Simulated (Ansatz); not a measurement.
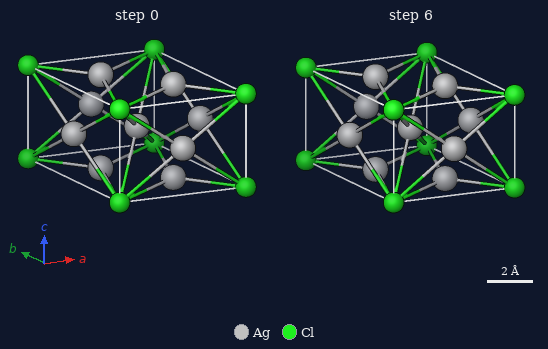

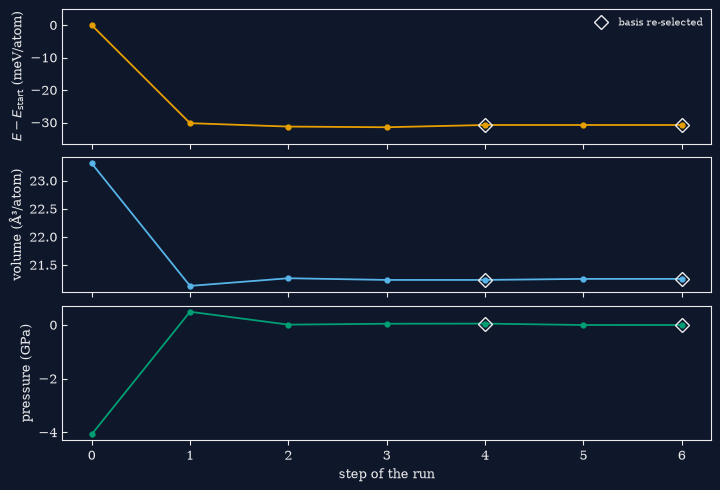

First and last geometry of a relaxation of crystalline Ag₅Cl (a generated structure, set up in P6/mmm), with the history of the run. The picture is a ball-and-stick view of the cell of the calculation, seen from a free direction.

The calculation used Ansatz, DFT PBE, scalar-relativistic, plane waves, PAW. (plane-wave cutoff 420 eV; k-point mesh 6 × 6 × 8; occupations gaussian; smearing width 0.1 eV; no spin polarisation; cell and atoms relaxed; force threshold 0.01 eV/Å; at most 80 steps)

### What do the curves and the structures tell?

It converged. No atom moves by more than 0.005 Å relative to the cell. Cell: a = b 5.838 → 5.589 Å (−4.3 %), c 4.738 → 4.713 Å (−0.5 %). Volume −8.8 %. Among the contacts that change: Ag–Cl 3.371 → 3.227 Å, Ag–Ag 2.919 → 2.795 Å, Ag–Cl 3.759 → 3.656 Å, Ag–Ag 2.907 → 2.856 Å. The space group stays P6/mmm (No. 191). The energy falls by 30.8 meV per atom in 4 accepted moves (6 points after the start). All forces vanish by symmetry, so only the cell relaxes. Pressure: −4.07 GPa at the start and 0.00 GPa at the end. The SCF was repeated twice at an unchanged geometry on a basis and grid sized afresh for the cell, which shifted the energy by 0.7 meV per atom at most.

| step | E − E(0), meV/atom | pressure, GPa | volume, Å³/atom | note |
| --- | --- | --- | --- | --- |
| 0 | 0.00 | -4.07 | 23.310 |  |
| 1 | -30.21 | 0.49 | 21.126 |  |
| 2 | -31.26 | 0.01 | 21.263 |  |
| 3 | -31.46 | 0.04 | 21.233 |  |
| 4 | -30.77 | 0.05 | 21.233 | same geometry, new basis |
| 5 | -30.77 | 0.00 | 21.251 |  |
| 6 | -30.78 | 0.00 | 21.251 | same geometry, new basis |
